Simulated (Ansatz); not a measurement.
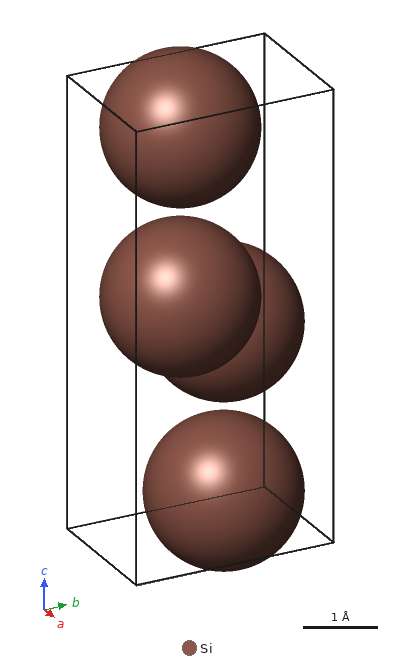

This space-filling model is shown from a general direction. The wireframe shows the unit cell.

Si, a = 3.83 Å, b = 3.90 Å, c = 6.34 Å, α = 90.00°, β = 90.00°, γ = 121.80°.

The numbers come from Ansatz, DFT, r2SCAN, plane waves, PAW, using a basis cut at 500 eV, k-grid 12×12×4, Fermi-Dirac smearing of 0.02 eV, no spin polarisation.

Classify it as metallic or gapped, with the value.

A semiconductor at this level, with a gap of 0.12 eV, indirect; the smallest direct gap is 1.05 eV.

How far is the cell from zero pressure?

The computed pressure is 0.0 GPa, close to zero. The stress isn't hydrostatic: its largest component is 3.1 GPa.

Its origin is a structure listed in the Materials Project. The cell was then strained or its atoms displaced on purpose. It was the input of a calculation with Ansatz.
